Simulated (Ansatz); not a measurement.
Consider Mo₁₆H (slab).

The calculation's input:

```
crystal:
  lattice:
    - [6.3209357483, 0.0, 0.0]
    - [0.0, 6.3209357483, 0.0]
    - [0.0, 0.0, 20.0883894453]
  atoms:
    - { symbol: Mo, position: [0.25, 0.25, 0.1991199947] }
    - { symbol: Mo, position: [0.25, 0.75, 0.1991199947] }
    - { symbol: Mo, position: [0.75, 0.25, 0.1991199947] }
    - { symbol: Mo, position: [0.75, 0.75, 0.1991199947] }
    - { symbol: Mo, position: [0.0, 0.0, 0.2777840379] }
    - { symbol: Mo, position: [0.0, 0.5, 0.2777840379] }
    - { symbol: Mo, position: [0.5, 0.0, 0.2777840379] }
    - { symbol: Mo, position: [0.5, 0.5, 0.2777840379] }
    - { symbol: Mo, position: [0.25, 0.25, 0.3589730499] }
    - { symbol: Mo, position: [0.25, 0.75, 0.3589730499] }
    - { symbol: Mo, position: [0.75, 0.25, 0.3589730499] }
    - { symbol: Mo, position: [0.75, 0.75, 0.3589730499] }
    - { symbol: Mo, position: [0.0, 0.0, 0.4275300152] }
    - { symbol: Mo, position: [0.0, 0.5, 0.4275300152] }
    - { symbol: Mo, position: [0.5, 0.0, 0.4275300152] }
    - { symbol: Mo, position: [0.5, 0.5, 0.4275300152] }
    - { symbol: H, position: [0.0625, 0.125, 0.5048592024] }
basis:
  ecutwfc: 420
kpoints:
  mp_grid: { grid: [4, 4, 1] }
hamiltonian:
  xc: pbe
  pseudopotentials: { kind: paw, azcp: { folder: soft_1 } }
scf:
  occupations: { method: gaussian, width: 0.1 }
output:
  forces: true
  eigenvalues: true
  write_density: true
  write_potential: true
  elf: true
  volumetric_format: npy
relax:
  adjacent_minimum: "off"
  f_tol: 0.025
  max_steps: 16
  constraints:
    - { sites: [0, 1, 2, 3, 4, 5, 6, 7, 8, 9, 10, 11, 12, 13, 14, 15] }
    - { sites: [16], fix: xy }
efield:
  axis: 3
  dipole_correction: true
  ramp_width: 0.04
```

Launched as:

```sh
ansatz run input.yaml --threads 4 --pin off --max-ram 12288MiB --backend cpu --events-out ev --progress --plain --runs-dir out
```

The fields are those of the run's last geometry, not of the input's.

A point of a scan over the structure, not its minimum; not relaxed (largest force 2.0 eV/Å); computed without spin polarisation; PAW files of the earlier set (soft_1).

The calculation used Ansatz 0.2.0, DFT PBE, scalar-relativistic, plane waves, PAW.

**What can the converged valence pseudo-density and electron localisation function tell about the bonding?**

Mo–Mo (2.63 Å): ρ is about 0.47 e/Å³ halfway; the ELF is about 0.35 at the midpoint.
Mo–Mo (2.74 Å): ρ at the midpoint is about 0.4 e/Å³; the ELF is about 0.35 at the midpoint.

**Does the calculation make it a metal, or give it a gap?**

It is metallic or semimetallic at this level of theory: no gap opens.

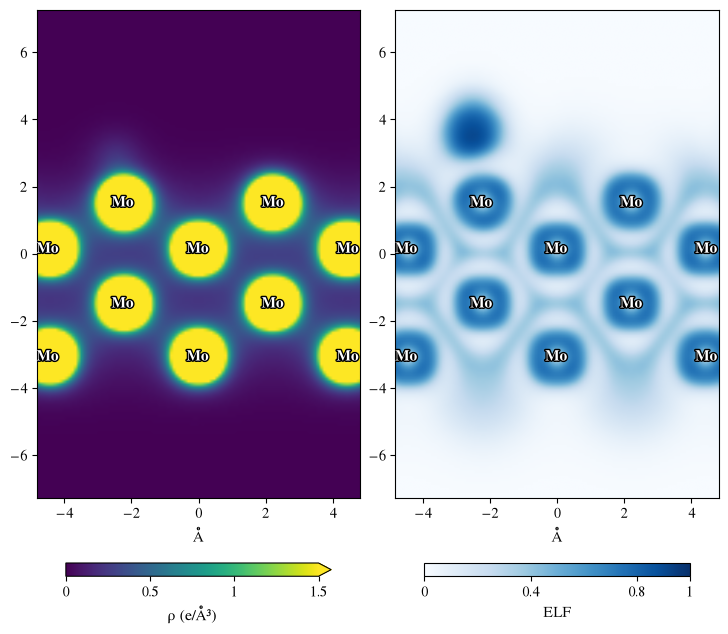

Computed valence pseudo-density and electron localisation function on the (110) plane of the calculation cell, a cut from vacuum to vacuum, in this order. 
